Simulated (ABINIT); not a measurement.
**Positron calculation, with input and output: Ta2C (part 2 of 2)**

Ta2C (P-3m1, 3 atoms in the cell); Kohn-Sham DFT of a periodic cell, LDA, JTH PAW LDA v2.0, no spin polarisation (ABINIT 10.8.3); cutoff 435.38 eV, 7×7×4 k-mesh, fermi-dirac of 0.05 eV. The structure derives from an entry of the Crystallography Open Database.

Geometry of the input (Å; fractional positions):
```
3.1059  0.0000  0.0000
-1.5530  2.6898  0.0000
0.0000  0.0000  4.9464
Ta 0.6667  0.3333  0.7480
Ta 0.3333  0.6667  0.2520
C  0.0000  0.0000  0.0000
```

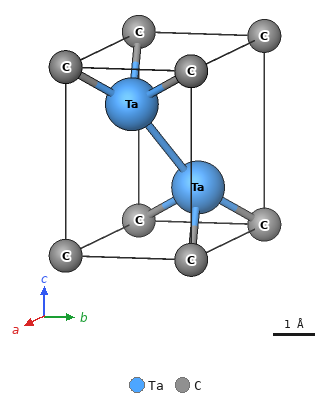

Figure 1. The structure as given in the input (ball-and-stick view of the cell of the calculation, seen at an oblique angle). An atom can appear more than once, as a periodic image.

Output, continued:
```
================================================================================

 ----iterations are completed or convergence reached----

 Mean square residual over all n,k,spin=   26.545E-07; max=  10.777E-04
 reduced coordinates (array xred) for    3 atoms
       0.666666666667      0.333333333333      0.747990000000
       0.333333333333      0.666666666667      0.252010000000
       0.000000000000      0.000000000000      0.000000000000
 rms dE/dt=  6.3817E-03; max dE/dt=  1.3538E-02; dE/dt below (all hartree)
    1      -0.000000000000      0.000000000000      0.013537617620
    2       0.000000000000     -0.000000000000     -0.013537617620
    3       0.000000000000      0.000000000000      0.000000000000

 cartesian coordinates (angstrom) at end:
    1      1.55295000000000     0.89659610053333     3.69985773600000
    2      0.00000000000000     1.79319220106667     1.24654226400000
    3      0.00000000000000     0.00000000000000     0.00000000000000

 cartesian forces (hartree/bohr) at end:
    1      0.00000000000000    -0.00000000000000    -0.00144828536500
    2     -0.00000000000000     0.00000000000000     0.00144828536500
    3     -0.00000000000000    -0.00000000000000    -0.00000000000000
 frms,max,avg= 6.8272827E-04 1.4482854E-03   0.000E+00  0.000E+00  0.000E+00 h/b

 cartesian forces (eV/Angstrom) at end:
    1      0.00000000000000    -0.00000000000000    -0.07447382781466
    2     -0.00000000000000     0.00000000000000     0.07447382781466
    3     -0.00000000000000    -0.00000000000000    -0.00000000000000
 frms,max,avg= 3.5107299E-02 7.4473828E-02   0.000E+00  0.000E+00  0.000E+00 e/A
 length scales=  1.889726125908  1.889726125908  1.889726125908 bohr
              =  1.000000000000  1.000000000000  1.000000000000 angstroms
 Fermi (or HOMO) energy (hartree) =   0.09668   Average Vxc (hartree)=  -0.47416
 Eigenvalues (hartree) for nkpt=  28  k points:
 kpt#   1, nband= 19, wtk=  0.00510, kpt=  0.0000  0.0000  0.0000 (reduced coord)
  -2.39532   -2.39286   -1.18059   -1.15582   -1.15582   -1.15169   -1.15169   -1.14843
  -0.37383   -0.15209   -0.03389   -0.03389   -0.00869    0.09686    0.11571    0.11571
   0.13871    0.13871    0.18435
      occupation numbers for kpt#   1
   2.00000    2.00000    2.00000    2.00000    2.00000    2.00000    2.00000    2.00000
   2.00000    2.00000    2.00000    2.00000    2.00000    0.95068    0.00006    0.00006
   0.00000    0.00000    0.00000
 prteigrs : prtvol=0 or 1, do not print more k-points.

--- !EnergyTerms
iteration_state     : {dtset: 1, }
comment             : Components of total free energy in Hartree
kinetic             :  1.52010424289890E+01
hartree             :  1.67385781118135E+01
xc                  : -1.83614837799561E+01
Ewald energy        : -1.04297572759554E+02
psp_core            :  1.67538518038986E+01
local_psp           : -1.89009187669159E+01
PAW spherical_terms : -3.14609390266659E+01
internal            : -1.24327441988391E+02
'-kT*entropy'       : -2.34490749724452E-04
total_energy        : -1.24327676479140E+02
total_energy_eV     : -3.38312842573926E+03
...

--- !EnergyTermsDC
iteration_state     : {dtset: 1, }
comment             : '"Double-counting" decomposition of free energy'
band_energy         : -2.44534300112847E+01
Ewald energy        : -1.04297572759554E+02
psp_core            :  1.67538518038986E+01
xc_dc               : -2.47008076738186E+01
PAW spherical_terms :  1.23705132944432E+01
internal            : -1.24327445346315E+02
'-kT*entropy'       : -2.34490749724452E-04
total_energy_dc     : -1.24327679837065E+02
total_energy_dc_eV  : -3.38312851711304E+03
...

--- !EnergyTermsWithPAWCore
iteration_state     : {dtset: 1, }
comment             : 'Components of total free energy, including PAW core contributions'
Total energy        : -3.12293629664986E+04
Total energy DC     : -3.12293629698565E+04
Total energy (eV)   : -8.49794257897328E+05
Total energy DC (eV): -8.49794257988702E+05
...

 Cartesian components of stress tensor (hartree/bohr^3)
  sigma(1 1)=  3.14519348E-04  sigma(3 2)=  0.00000000E+00
  sigma(2 2)=  3.14519349E-04  sigma(3 1)=  0.00000000E+00
  sigma(3 3)=  3.31647268E-04  sigma(2 1)=  0.00000000E+00

-Cartesian components of stress tensor (GPa)         [Pressure= -9.4215E+00 GPa]
- sigma(1 1)=  9.25347869E+00  sigma(3 2)=  0.00000000E+00
- sigma(2 2)=  9.25347871E+00  sigma(3 1)=  0.00000000E+00
- sigma(3 3)=  9.75739949E+00  sigma(2 1)=  0.00000000E+00

================================================================================
== DATASET  2 ==================================================================

--- !DatasetInfo
iteration_state: {dtset: 2, }
dimensions: {natom: 3, nkpt: 1, mband: 1, nsppol: 1, nspinor: 1, nspden: 1, mpw: 423, }
cutoff_energies: {ecut:  16.0, pawecutdg:  32.0, }
electrons: {nelect:   1.00000000E+00, charge:   0.00000000E+00, occopt:   2.00000000E+00, tsmear:   1.00000000E-02, }
meta: {optdriver: 0, ionmov: 0, optcell: 0, iscf: 17, paral_kgb: 0, }
...

 mkfilename : getden/=0, take file _DEN from output of DATASET   1.

 Exchange-correlation functional for the present dataset will be:
  LDA: Perdew-Wang 92 LSD fit to Ceperley-Alder data - ixc=7
  J.P.Perdew and Y.Wang, PRB 45, 13244 (1992)

 Real(R)+Recip(G) space primitive vectors, cartesian coordinates (Bohr,Bohr^-1):
 R(1)=  5.8693004  0.0000000  0.0000000  G(1)=  0.1703781  0.0983678  0.0000000
 R(2)= -2.9346502  5.0829632  0.0000000  G(2)=  0.0000000  0.1967356  0.0000000
 R(3)=  0.0000000  0.0000000  9.3473413  G(3)=  0.0000000  0.0000000  0.1069823
 Unit cell volume ucvol=  2.7886333E+02 bohr^3
 Angles (23,13,12)=  9.00000000E+01  9.00000000E+01  1.20000000E+02 degrees

 Coarse grid specifications (used for wave-functions):

 getcut: wavevector=  0.0000  0.0000  0.0000  ngfft=  24  24  36
         ecut(hartree)=     16.000   => boxcut(ratio)=   2.13889

 Fine grid specifications (used for densities):

 getcut: wavevector=  0.0000  0.0000  0.0000  ngfft=  30  30  48
         ecut(hartree)=     32.000   => boxcut(ratio)=   2.00871

--- Pseudopotential description ------------------------------------------------
- pspini: atom type   1  psp file is ./Ta.LDA_PW-JTH.xml
 Pseudopotential format is: paw10
 basis_size (lnmax)=  6 (lmn_size= 18), orbitals=   0   0   1   1   2   2
 Spheres core radius: rc_sph= 2.41973345
 Shapefunction is SIN type: shapef(r)=[sin(pi*r/rshp)/(pi*r/rshp)]**2
 Radius for shape functions =  2.11065461
 Compensation charge density is not taken into account in XC energy/potential

- pspini: atom type   2  psp file is ./C.LDA_PW-JTH.xml
 Pseudopotential format is: paw10
 basis_size (lnmax)=  4 (lmn_size=  8), orbitals=   0   0   1   1
 Spheres core radius: rc_sph= 1.50736703
 Shapefunction is SIN type: shapef(r)=[sin(pi*r/rshp)/(pi*r/rshp)]**2
 Radius for shape functions =  1.30052589
 Compensation charge density is not taken into account in XC energy/potential

--------------------------------------------------------------------------------

================================================================================

--- !BeginCycle
iteration_state: {dtset: 2, }
solver: {iscf: 17, nstep: 80, nline: 10, wfoptalg: 10, }
tolerances: {toldfe: 1.00E-07, }
...

     iter   Etot(hartree)      deltaE(h)  residm     nres2
 ETOT  1  -124.31034168131    -1.243E+02 1.307E+00 3.831E-01
 ETOT  2  -124.42895320934    -1.186E-01 2.559E-01 8.280E-01
 ETOT  3  -124.55230809262    -1.234E-01 4.557E-03 3.907E-01
 ETOT  4  -124.55235822019    -5.013E-05 2.188E-07 2.873E-01
 ETOT  5  -124.55237931276    -2.109E-05 2.399E-10 8.068E-02
 ETOT  6  -124.55236752235     1.179E-05 9.713E-13 3.185E-02
 ETOT  7  -124.55235825085     9.272E-06 2.660E-13 3.035E-03
 ETOT  8  -124.55235825137    -5.182E-10 2.460E-16 1.196E-05
 ETOT  9  -124.55235822592     2.545E-08 2.137E-18 1.255E-06

 At SCF step    9, etot is converged :
  for the second time, diff in etot=  2.545E-08 < toldfe=  1.000E-07

--- !ResultsGS
iteration_state: {dtset: 2, }
comment   : Summary of ground state results
lattice_vectors:
- [  5.8693004,   0.0000000,   0.0000000, ]
- [ -2.9346502,   5.0829632,   0.0000000, ]
- [  0.0000000,   0.0000000,   9.3473413, ]
lattice_lengths: [   5.86930,    5.86930,    9.34734, ]
lattice_angles: [ 90.000,  90.000, 120.000, ] # degrees, (23, 13, 12)
lattice_volume:   2.7886333E+02
convergence: {deltae:  2.545E-08, res2:  1.255E-06, residm:  2.137E-18, diffor:  0.000E+00, }
etotal    :  -1.24552358E+02
entropy   :   0.00000000E+00
fermie    :  -2.24678389E-01
cartesian_stress_tensor: null
pressure_GPa: null
xred      :
- [  6.6667E-01,   3.3333E-01,   7.4799E-01, Ta]
- [  3.3333E-01,   6.6667E-01,   2.5201E-01, Ta]
- [  0.0000E+00,   0.0000E+00,   0.0000E+00,  C]
cartesian_forces: null
force_length_stats: {min: null, max: null, mean: null, }
...

 Integrated electronic density in atomic spheres:
 ------------------------------------------------
 Atom  Sphere_radius  Integrated_density
    1        2.41973          0.11145475
    2        2.41973          0.11145475
    3        1.50737          0.00679297

--------------------------------------------------------------------------------
 Results for electron-positron annihilation:

 # Zero-positron density limit of Arponen and Pajanne fitted by Sterne & Kaiser
   Ref.: P.A. Sterne and J.H. Kaiser, Phys. Rev. B 43, 13892 (1991)
 # Enhancement factor of Sterne & Kaiser
   Ref.: P.A. Sterne and J.H. Kaiser, Phys. Rev. B 43, 13892 (1991)

 Positron lifetime                         (ps)   =  1.24380114E+02
 Positron lifetime with IPM for core elec. (ps)   =  1.26305088E+02
 Annihilation rate                         (ns-1) =  8.03987041E+00
 Annihilation rate with IPM for core elec. (ns-1) =  7.91733742E+00

 Annihilation rate core/valence decomposition:
   Core    contribution to ann.rate          (ns-1) =  4.26077123E-01
   Valence contribution to ann.rate          (ns-1) =  7.61379328E+00
   Core    contribution to ann.rate with IPM (ns-1) =  2.35653632E-01
   Valence contribution to ann.rate with IPM (ns-1) =  7.68168378E+00

 Annihilation rate PAW decomposition:
   Plane-wave contribution to ann.rate          (ns-1) =  8.25612499E+00
   Plane-wave valence contribution to ann.rate  (ns-1) =  7.35891530E+00
   On-site core contribution to ann.rate        (ns-1) = -4.71132567E-01
   On-site valence contribution to ann.rate     (ns-1) =  2.54877983E-01
   Plane-wave contribution to ann.rate with IPM (ns-1) =  7.95310452E+00
   Plane-wave core contrb. to ann.rate with IPM (ns-1) =  4.73052090E-01

      (*) IPM=Independent particle Model

================================================================================

 ----iterations are completed or convergence reached----

 Mean square residual over all n,k,spin=   21.370E-19; max=  21.370E-19
 reduced coordinates (array xred) for    3 atoms
       0.666666666667      0.333333333333      0.747990000000
       0.333333333333      0.666666666667      0.252010000000
       0.000000000000      0.000000000000      0.000000000000
 rms dE/dt=  0.0000E+00; max dE/dt=  0.0000E+00; dE/dt below (all hartree)
    1       0.000000000000      0.000000000000      0.000000000000
    2       0.000000000000      0.000000000000      0.000000000000
    3       0.000000000000      0.000000000000      0.000000000000

 cartesian coordinates (angstrom) at end:
    1      1.55295000000000     0.89659610053333     3.69985773600000
    2      0.00000000000000     1.79319220106667     1.24654226400000
    3      0.00000000000000     0.00000000000000     0.00000000000000
 length scales=  1.889726125908  1.889726125908  1.889726125908 bohr
              =  1.000000000000  1.000000000000  1.000000000000 angstroms
 Fermi (or HOMO) energy (hartree) =  -0.22468   Average Vxc (hartree)=  -0.37237
 Eigenvalues (hartree) for nkpt=   1  k points:
 kpt#   1, nband=  1, wtk=  1.00000, kpt=  0.0000  0.0000  0.0000 (reduced coord)
  -0.22468

--- !EnergyTerms
iteration_state     : {dtset: 2, }
comment             : Components of total free energy in Hartree
kinetic             :  1.03808825608583E-01
local_psp           : -7.25544229628174E-01
PAW spherical_terms :  5.16696571665657E-02
positronic          : -5.70065746853039E-01
electronic          : -1.24327679837065E+02
electron_positron_interaction:  3.45237919795728E-01
total_energy        : -1.24552507664122E+02
total_energy_eV     : -3.38924639395395E+03
...

--- !EnergyTermsDC
iteration_state     : {dtset: 2, }
comment             : '"Double-counting" decomposition of free energy'
band_energy         : -2.24678388850540E-01
PAW spherical_terms :  0.00000000000000E+00
electron_positron_dc: -3.45237919796354E-01
positronic          : -5.69916308646902E-01
electronic          : -1.24327679837065E+02
electron_positron_interaction:  3.45237919795728E-01
total_energy_dc     : -1.24552358225916E+02
total_energy_dc_eV  : -3.38924232753320E+03
...

== END DATASET(S) ==============================================================
================================================================================

 -outvars: echo values of variables after computation  --------
            acell      1.8897261259E+00  1.8897261259E+00  1.8897261259E+00 Bohr
           etotal1    -1.2432767984E+02
           etotal2    -1.2455235823E+02
            fcart1     1.5292255473E-29 -9.7118865951E-29 -1.4482853650E-03
                      -7.6461277363E-30  1.0153335986E-28  1.4482853650E-03
                      -7.6461277363E-30 -4.4144939068E-30 -0.0000000000E+00
            fcart2     9.9999999999E+99  9.9999999999E+99  9.9999999999E+99
                       9.9999999999E+99  9.9999999999E+99  9.9999999999E+99
                       9.9999999999E+99  9.9999999999E+99  9.9999999999E+99
            rprim      3.1059000000E+00  0.0000000000E+00  0.0000000000E+00
                      -1.5529500000E+00  2.6897883016E+00  0.0000000000E+00
                       0.0000000000E+00  0.0000000000E+00  4.9464000000E+00
           strten1     3.1451934801E-04  3.1451934864E-04  3.3164726772E-04
                       0.0000000000E+00  0.0000000000E+00  0.0000000000E+00
           strten2     9.9999999999E+99  9.9999999999E+99  9.9999999999E+99
                       9.9999999999E+99  9.9999999999E+99  9.9999999999E+99
           xangst      1.5529500000E+00  8.9659610053E-01  3.6998577360E+00
                       2.0863268231E-17  1.7931922011E+00  1.2465422640E+00
                       0.0000000000E+00  0.0000000000E+00  0.0000000000E+00
             xred      6.6666666667E-01  3.3333333333E-01  7.4799000000E-01
                       3.3333333333E-01  6.6666666667E-01  2.5201000000E-01
                       0.0000000000E+00  0.0000000000E+00  0.0000000000E+00
 Calculation completed.
```
